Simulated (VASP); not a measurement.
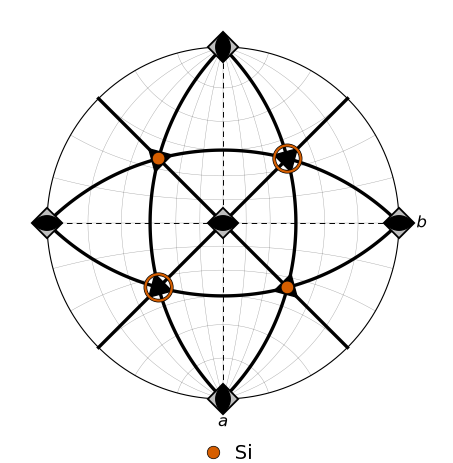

For Si, the geometry relaxed with VASP, VASP Kohn-Sham DFT of a periodic cell, BLYP with D3, VASP PAW PBE potentials, recommended: directions from one silicon atom at (0, 0, 0) to its bonded neighbours, in stereographic projection down c (filled: above the plane of the page or in it, open: below). The drawing is computed from the coordinates (standard cell, symmetry found to 0.002 Å).

Neighbours are counted up to 2.58 Å for Si. The symmetry elements of the site are drawn in: heavy lines are mirror planes (a heavy rim: a mirror in the plane of the page); lens, triangle, square and hexagon are 2-, 3-, 4- and 6-fold axes, a lens in an open square is −4, a triangle in an open hexagon −6; thin dashed diameters join the ends of axes that lie in the page; a small open circle marks inversion.

```yaml
crystal:
  lattice:
    - [5.51635, 0.00000, 0.00000]
    - [0.00000, 5.51635, 0.00000]
    - [0.00000, 0.00000, 5.51635]
  atoms:
    - { symbol: Si, position: [0.00000, 0.00000, 0.00000] }
    - { symbol: Si, position: [0.25000, 0.25000, 0.25000] }
    - { symbol: Si, position: [0.00000, 0.50000, 0.50000] }
    - { symbol: Si, position: [0.25000, 0.75000, 0.75000] }
    - { symbol: Si, position: [0.50000, 0.00000, 0.50000] }
    - { symbol: Si, position: [0.75000, 0.25000, 0.75000] }
    - { symbol: Si, position: [0.50000, 0.50000, 0.00000] }
    - { symbol: Si, position: [0.75000, 0.75000, 0.25000] }
```

> How many neighbours are there, and at what angles?

4: 4 Si at 2.39 Å. Angles between bonds: 109° (6×).

> What is the site's symmetry in the crystal?

Point group -43m (Td), order 24: three −4 axes, four threefold axes, six mirror planes. In Fd-3m (No. 227, origin choice 1) this is Wyckoff position 8a.
